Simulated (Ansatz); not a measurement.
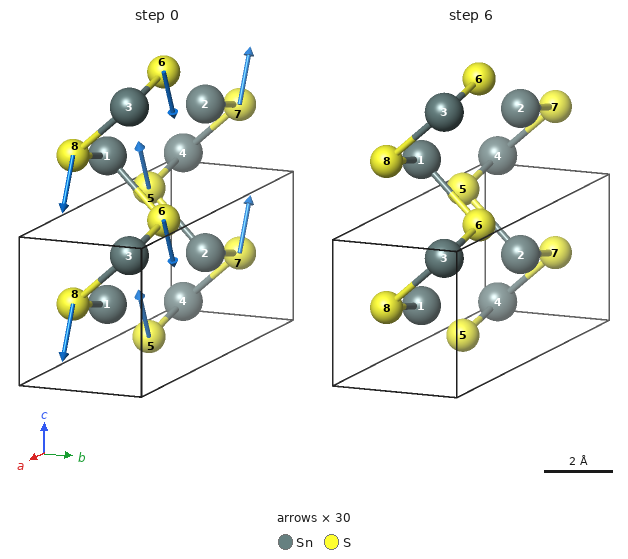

The structure of solid SnS (set up in Pnma) before (left) and after (right) a relaxation, at one scale. The blue arrows give the displacements (the part carried along by the change of the cell is left out), 30 times their true length.

Style: ball-and-stick. Shown: the cell of the calculation, repeated 1 × 1 × 2 with one cell outlined, slightly off an axis.

These are results of DFT PBE, scalar-relativistic, plane waves, PAW (Ansatz 0.2.0), not measurements.

Input file:
```yaml
crystal:
  lattice:
    - [11.39201851, 0.0, 0.0]
    - [0.0, 3.95685521, 0.0]
    - [0.0, 0.0, 4.53281069]
  atoms:
    - { symbol: Sn, position: [0.62163275, 0.25, 0.36953984] }
    - { symbol: Sn, position: [0.37836725, 0.75, 0.63046016] }
    - { symbol: Sn, position: [0.87836725, 0.75, 0.86953984] }
    - { symbol: Sn, position: [0.12163275, 0.25, 0.13046016] }
    - { symbol: S, position: [0.34749746, 0.25, 0.0105968] }
    - { symbol: S, position: [0.65250254, 0.75, 0.9894032] }
    - { symbol: S, position: [0.15250254, 0.75, 0.5105968] }
    - { symbol: S, position: [0.84749746, 0.25, 0.4894032] }
basis:
  ecutwfc: 420
kpoints:
  mp_grid: { grid: [4, 8, 6] }
hamiltonian:
  xc: pbe
scf:
  occupations: { method: gaussian, width: 0.02 }
output:
  forces: true
  stress: true
  eigenvalues: true
  write_density: true
  write_potential: true
  elf: true
  volumetric_format: npy
relax:
  adjacent_minimum: "off"
  f_tol: 0.005
  max_steps: 80
  cell: { stress_tol: 0.05 }
```

Run as
```bash
ansatz run input.yaml --threads 4 --pin off --max-ram 10240MiB --backend cpu --events-out ev --progress --plain --runs-dir out
```

Question: Summarise the run.

Answer: Over 5 accepted moves (6 points after the start) the energy falls by 3.9 meV per atom. Largest force component: 0.16 eV/Å at the start, 0.0019 eV/Å at the end. Pressure: 1.22 GPa at the start and 0.00 GPa at the end. The SCF was repeated once at an unchanged geometry on a basis and grid sized afresh for the cell, which shifted the energy by less than 0.05 meV per atom at most. The largest moves relative to the cell, 0.060 Å, are those of S5, S6, S7 and S8. S5 goes roughly along [1 0 3]. Largest moves by element: S 0.060 Å, Sn 0.001 Å. Cell: a 11.392 → 11.447 Å (+0.5 %), b 3.957 → 4.022 Å (+1.7 %), c 4.533 → 4.457 Å (−1.7 %). Volume +0.4 %. Some distances before and after: Sn1–S6 2.647 → 2.684 Å, Sn1–S8 2.630 → 2.658 Å. The space group stays Pnma (No. 62). The run took 52 s on 4 threads of Oxide Virtual Turin-like Processor (Zen 5) (shared host), peak memory 0.92 GiB.

Limits of the set-up: layers or molecules are held without a dispersion correction, so their spacing is unreliable.
